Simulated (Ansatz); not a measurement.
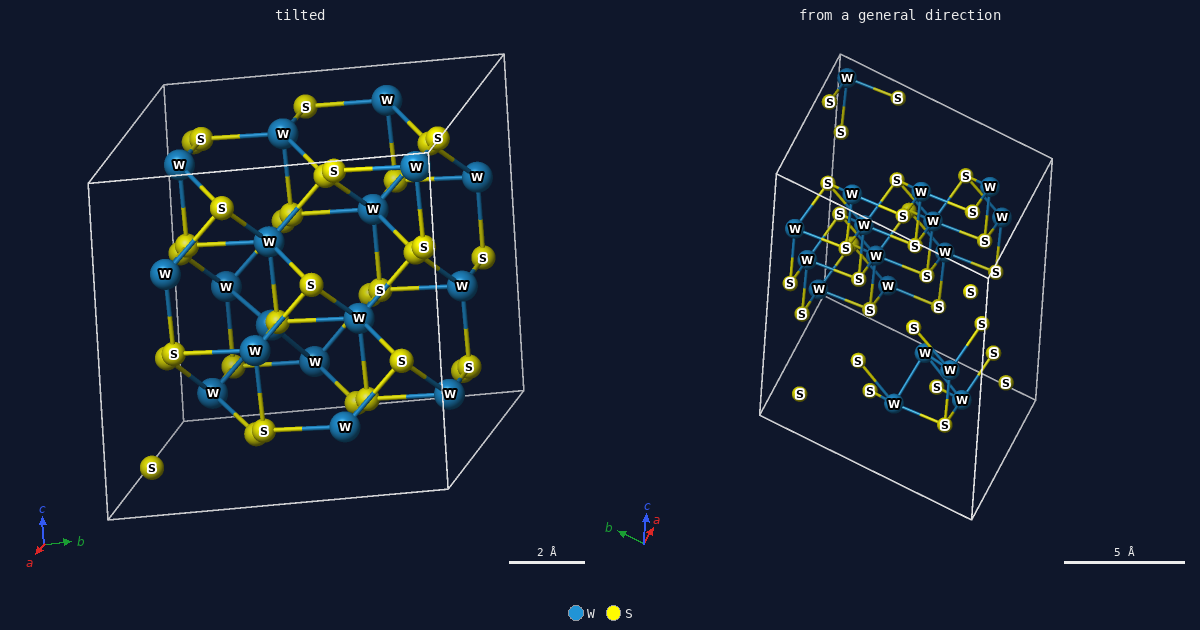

The image is a ball-and-stick drawing of a crystal, viewed slightly off an axis and from a general direction. The lines enclose the supercell; boundary atoms appear with their images. The host is WS$_{2}$, in a cell of 48 sites, and the cell carries a charge of +1.

Question: Where does the cell differ from the host, and how?

Answer: Tungsten on a sulfur site (an antisite). It is bonded to three W in a trigonal pyramidal arrangement at about 2.6 Å. Not all metal-metal contacts are counted.

Computed with Ansatz, DFT PBE, scalar-relativistic, plane waves, PAW. Settings: E_cut = 420 eV, k-grid 2×2×2, Gaussian smearing of 0.01 eV, collinear spins.

Question: Does the defect carry a magnetic moment?

Answer: Yes, 1.0 μB in the cell.

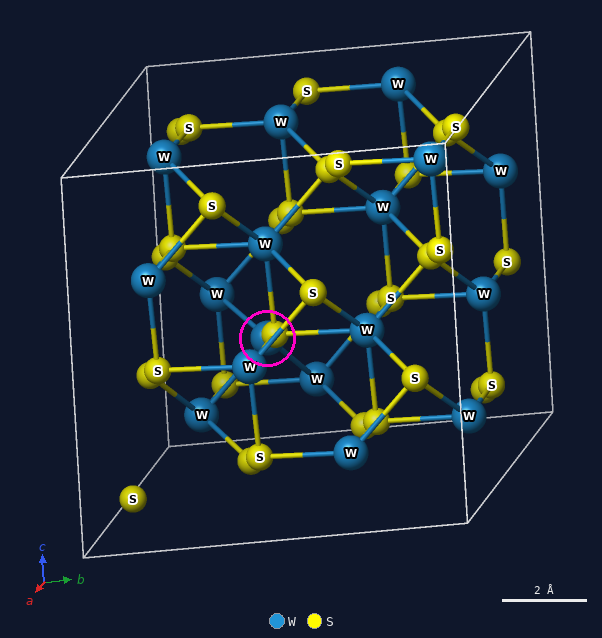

The same cell with a ring at the defect's site.

The atoms were relaxed in the host's cell with Ansatz 0.2.0, DFT PBE, scalar-relativistic, plane waves, PAW.
